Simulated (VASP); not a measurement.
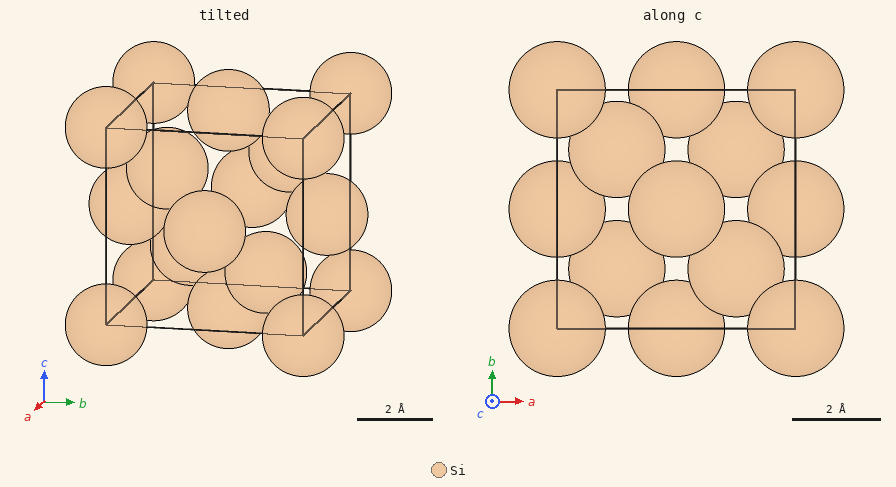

Si, diamond, space group Fd-3m (No. 227), a = 5.444 Å, b = 5.444 Å, c = 5.444 Å, α = 90.00°, β = 90.00°, γ = 90.00°. This space-filling model is shown slightly off an axis and along the c axis. Lines trace the edges of the conventional unit cell. This one geometry was run with nine functionals. The cell is a structure listed in the Materials Project.

Alike in all runs: VASP 6.6.1; cutoff 520 eV; k mesh 8 × 8 × 8 on the run's cell of 2 atoms; occupations fermi-dirac, width 0.05 eV; no spin polarisation; no spin-orbit coupling. LDA runs use LDA potentials, the others PBE ones. One further level without a band path is left out.

| level | pressure (GPa) | gap (eV) |
| --- | --- | --- |
| BLYP | 4.4 | 0.82 |
| LDA | -2.1 | 0.48 |
| TPSS | 0.4 | 0.66 |
| revPBE | ? | ? |
| MS2 | -0.8 | 1.07 |
| SCAN | -0.9 | 0.85 |
| RPBE | 2.7 | 0.64 |
| PBEsol | -0.4 | 0.47 |
| PBE | 1.3 | 0.59 |

> What does revPBE give?

Pressure 2.3 GPa; gap 0.62 eV. That is between PBE and RPBE in pressure.

> Order the levels by the equilibrium volume that these pressures point to, smallest first.

LDA (-2.1 GPa), SCAN (-0.9 GPa), MS2 (-0.8 GPa), PBEsol (-0.4 GPa), TPSS (0.4 GPa), PBE (1.3 GPa), revPBE (2.3 GPa), RPBE (2.7 GPa), BLYP (4.4 GPa). A higher pressure at one volume points to a larger equilibrium volume, as long as the bulk moduli are alike; rows a few tenths of a GPa apart can't be told apart.

Gaps are the least found on the k-mesh or band path.

Caveat: rows whose functional differs from that of their potentials carry a shift in pressure and volume, which can reorder them.
